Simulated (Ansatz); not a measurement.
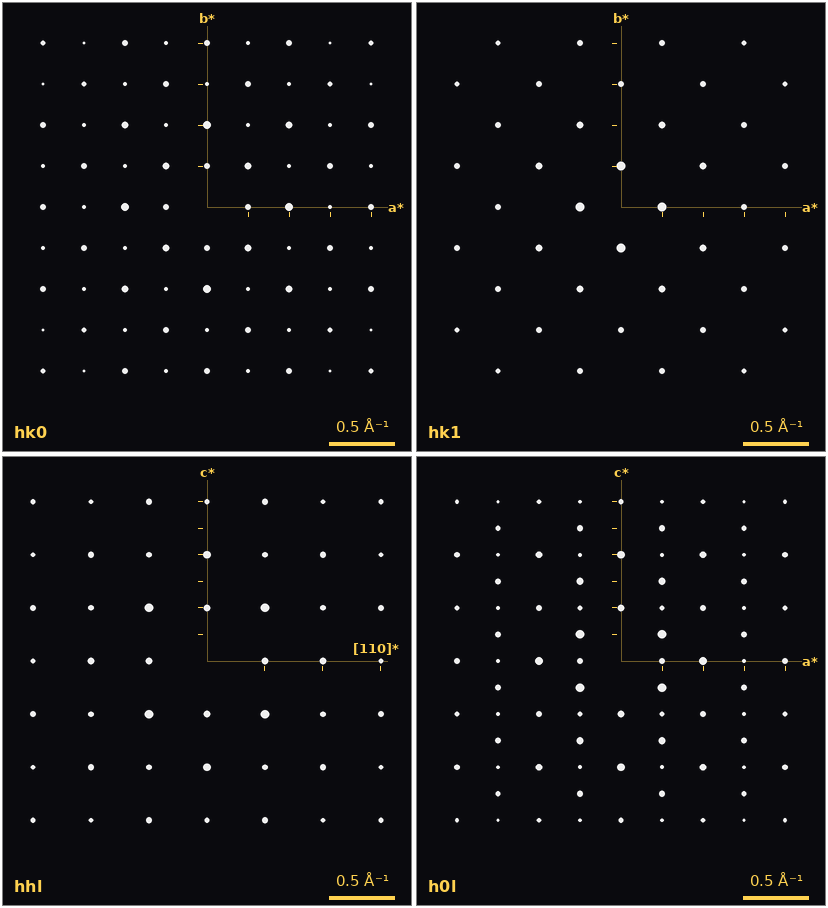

Four undistorted layers of reciprocal space, calculated for a single crystal (X-rays, kinematic |F|², B = 0.5 Å²). Tick marks count the reciprocal lattice steps of the conventional cell along each axis.

The compound is TiO. Structure: the geometry relaxed with DFT PBEsol, scalar-relativistic, plane waves, PAW (Ansatz 0.2.0); the starting structure was generated, so it need not be a known form of this composition.

### What cell do the layers give?

a* = 0.318, b* = 0.318, c* = 0.206 Å⁻¹; the cell is tetragonal with a = 3.15 Å, c = 4.86 Å.

### List the systematic absences.

Reflections are present only under these conditions. hkl: no condition; hk0: no condition; h0l: no condition; hhl: l = 2n; h00: no condition; 00l: l = 2n. The lattice is primitive (P). Further gaps, such as 0 2 1, 2 0 1, 2 0 3, come from atoms on special positions, not from the group's general conditions.

### Which space groups fit?

The intensities have Laue symmetry 4/mmm (the hk0 layer shows 4mm, hk1 shows 4mm). With these conditions the candidates are P4_2mc (No. 105), P-42c (No. 112), P4_2/mmc (No. 131). Diffraction geometry alone does not choose among them; the structure has P4_2/mmc.
